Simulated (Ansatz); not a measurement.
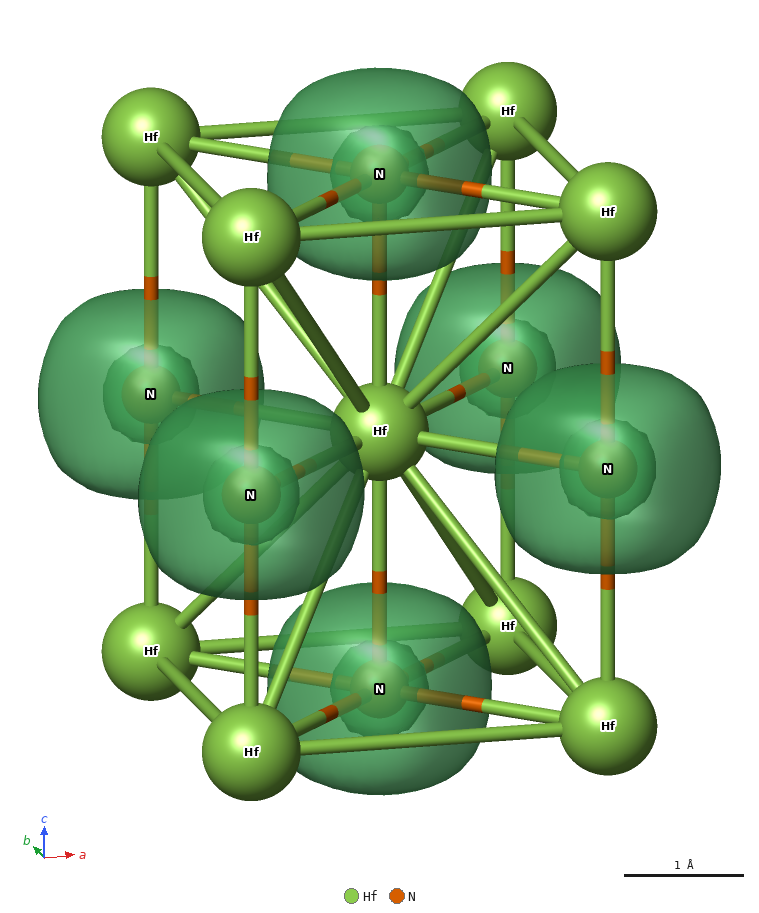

Figure. HfN. Isosurface of the ELF at 0.65 (green), seen slightly off an axis. Only the valence region is drawn (cores and ρ < 0.01 e/Å³ removed). Sticks mark near contacts.

Space group Immm; changed on purpose from its base cell (strain +0.0450 x Voigt [0, 0, 0, 1, 0, 0], atoms carried along); computed without spin polarisation.

These are results of DFT r2SCAN, scalar-relativistic, plane waves, PAW in Ansatz, not measurements.

**Identify the bonds, lone pairs and shells in this picture.**

At this value the surface marks out two regions wrapped around N (the valence shell of each), counted in one cell of 4 atoms. Regions shared between cells count once.

Values along the shortest contacts:
Hf–N (2.26 Å): the ELF peaks at about 0.80 in the valence shell of N, 0.7 Å from its nucleus, and is about 0.15 at the midpoint (no shared electron pair shows on this line). Hf–Hf (3.13 Å): the ELF is about 0.15 at the midpoint: no shared electron pair shows on this line.
